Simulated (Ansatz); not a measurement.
**PbS: density, localisation and related maps**

Input file:

```
crystal:
  lattice:
    - [3.7942509371, 0.0, 0.0]
    - [-1.8971254686, 3.2859176999, 0.0]
    - [0.0, 0.0, 3.7037412651]
  atoms:
    - { symbol: Pb, position: [0.0, 0.0, 0.0] }
    - { symbol: S, position: [0.6666666667, 0.3333333333, 0.5] }
basis:
  ecutwfc: 420
kpoints:
  mp_grid: { grid: [12, 12, 12] }
hamiltonian:
  xc: pbe
  dispersion: d3bj
scf:
  occupations: { method: gaussian, width: 0.1 }
output:
  forces: true
  stress: true
  eigenvalues: true
  write_density: true
  write_potential: true
  elf: true
  volumetric_format: npy
relax:
  adjacent_minimum: "off"
  f_tol: 0.01
  max_steps: 30
  cell: { stress_tol: 0.1, fix: [volume] }
```

Run with:

```sh
ansatz run input.yaml --threads 1 --pin off --max-ram 2560MiB --backend cpu --events-out ev --progress --plain --runs-dir out
```

Below, planes, directions and counts refer to the conventional cell (a = 3.78 Å, b = 3.78 Å, c = 3.74 Å, α = 90.00°, β = 90.00°, γ = 120.00°).

The fields are those of the relaxed geometry.

Space group P-6m2; a structure from a database of computed crystals, not necessarily the ambient phase; changed on purpose from its base cell (volume × 0.88, shape and atoms relaxed); computed pressure about 8 GPa in this cell.

Method: Ansatz 0.2.0, DFT PBE+D3(BJ), scalar-relativistic, plane waves, PAW.

The density is the valence pseudo-density of a PAW calculation; it isn't the true density close to the nuclei.

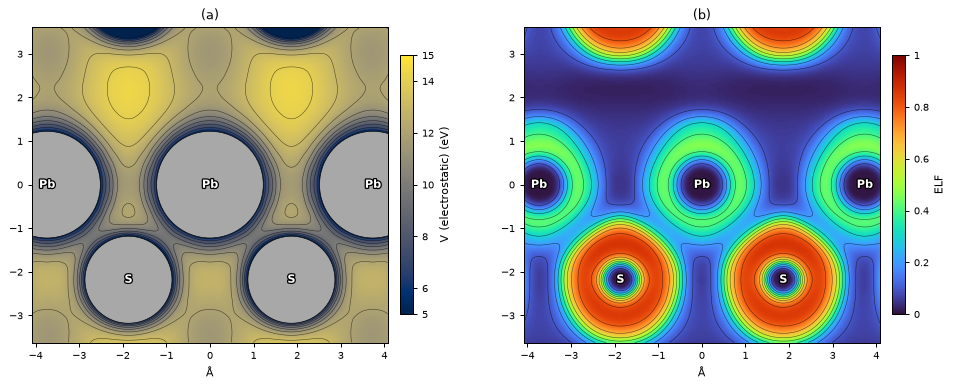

Figure 1. (a) electrostatic potential (local pseudopotential plus Hartree) felt by an electron; (b) electron localisation function on the (110) plane of the conventional cell. Grey discs cover the atomic cores in the potential map.

Q: What do the fields say about this system?

A: Atoms in the plane: Pb and S.
Pb–S (2.87 Å): the ELF peaks at about 0.85 in the valence shell of S, 0.8 Å from its nucleus, and drops to about 0.25 between the two atoms.
Outside the cores the potential energy rises away from the atoms and is highest about 2.2 Å from the nearest atoms; its zero is arbitrary.

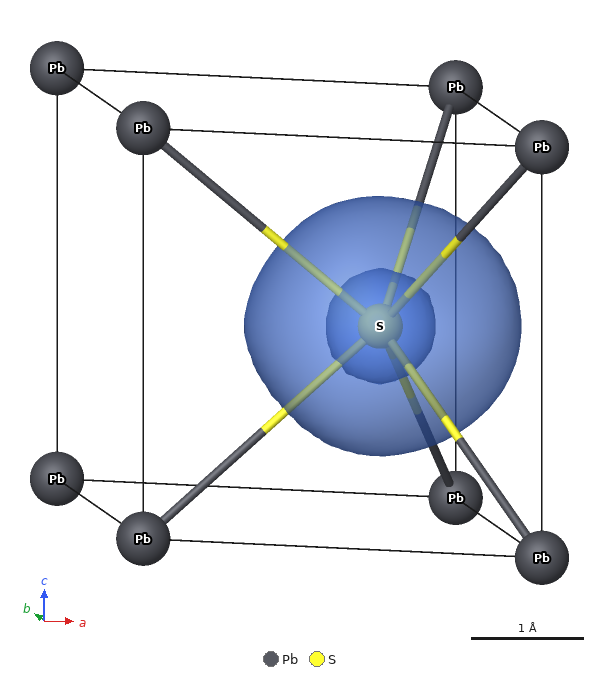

Figure 2. Isosurface of the ELF at 0.65 (blue), seen slightly off an axis. Only the valence region is drawn (cores and ρ < 0.01 e/Å³ removed). Sticks mark near contacts.

Q: Describe the localisation domains.

A: At this value the surface marks out one region wrapped around S (its valence shell), counted in one cell of 2 atoms. Regions shared between cells count once.

Q: Does the calculation make it a metal, or give it a gap?

A: It is gapless in this calculation (a metal or semimetal).
